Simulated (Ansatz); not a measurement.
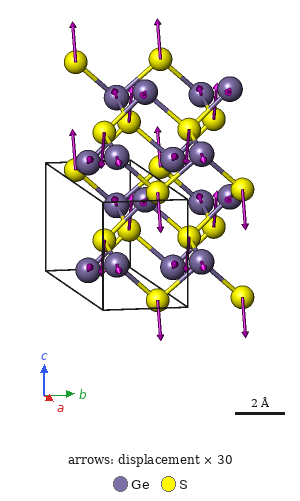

This is a relaxation of a crystal of GeS (set up in Pnma). The starting structure is drawn; purple arrows show the displacements (the part carried along by the change of the cell is left out), 30 times their true length.

The picture is a ball-and-stick view of the cell of the calculation, repeated 1 × 2 × 2 with one cell outlined, seen slightly off an axis.

Level of theory: Ansatz, DFT PBE, scalar-relativistic, plane waves, PAW. (plane-wave cutoff 420 eV; k-point mesh 4 × 8 × 6; occupations gaussian; smearing width 0.02 eV; no spin polarisation; cell and atoms relaxed; force threshold 0.005 eV/Å; at most 80 steps)

Q: Atoms of which element are displaced furthest, and by how much?

A: Sulfur: up to 0.058 Å, against 0.022 Å for germanium.

Q: Describe the change and its energy.

A: The largest moves relative to the cell, 0.058 Å, are those of S atoms. Largest moves by element: S 0.058 Å, Ge 0.022 Å. The volume changes by +0.3 %, with a 10.781 → 10.785 Å (0.0 %), b 3.603 → 3.665 Å (+1.7 %), c 4.523 → 4.458 Å (−1.4 %). Among the contacts that change: Ge–S 2.422 → 2.459 Å. The space group stays Pnma (No. 62). Over 6 accepted moves (7 points after the start) the energy falls by 4.5 meV per atom. The largest force component goes from 0.21 to 0.0025 eV/Å. Pressure: 1.66 GPa at the start and 0.00 GPa at the end. At 1 point the geometry stayed and the basis and grid were re-selected for the new cell (energy shift of less than 0.05 meV per atom at most each time). Cost: 65 s on 4 threads of Arm Neoverse V2 (shared host), peak memory 0.77 GiB.

Limits of the set-up: layers or molecules are held without a dispersion correction, so their spacing is unreliable.
